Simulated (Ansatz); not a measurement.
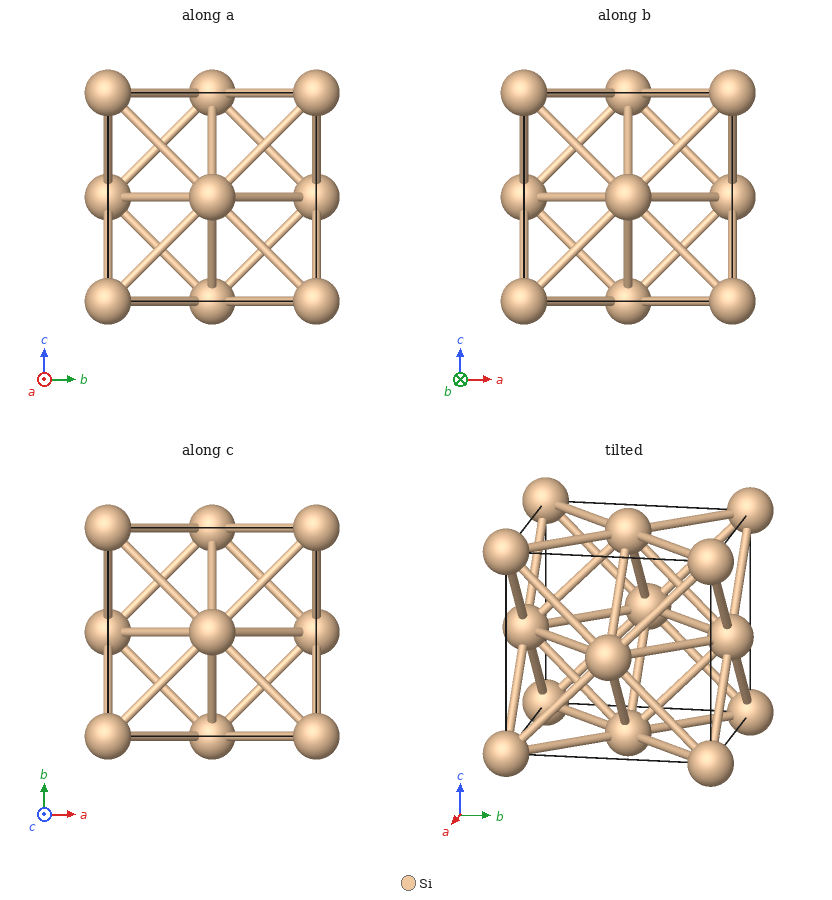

View along the a axis, along the b axis, along the c axis and slightly off an axis, drawn as a ball-and-stick model. The frame is the conventional unit cell; atoms at its boundary are shown with their periodic copies.

Lattice parameters: a = 3.8656 Å, b = 3.8656 Å, c = 3.8656 Å, α = 90.000°, β = 90.000°, γ = 90.000°.

### Give the atomic positions as a CIF in P1 with every atom of the cell.

```cif
data_structure
_symmetry_space_group_name_H-M 'P 1'
_symmetry_Int_Tables_number 1
_cell_length_a 3.8656
_cell_length_b 3.8656
_cell_length_c 3.8656
_cell_angle_alpha 90.000
_cell_angle_beta 90.000
_cell_angle_gamma 90.000
_cell_volume 57.76
loop_
_atom_site_label
_atom_site_type_symbol
_atom_site_fract_x
_atom_site_fract_y
_atom_site_fract_z
_atom_site_occupancy
Si1 Si 0.0000 0.0000 0.0000 1
Si2 Si 0.0000 0.5000 0.5000 1
Si3 Si 0.5000 0.0000 0.5000 1
Si4 Si 0.5000 0.5000 0.0000 1
```

Its origin is a structure type filled with this element by a generator (whether the element takes this form wasn't checked). Earlier steps of the study may have refined or changed the cell and positions. It was run through Ansatz as a DFT input.
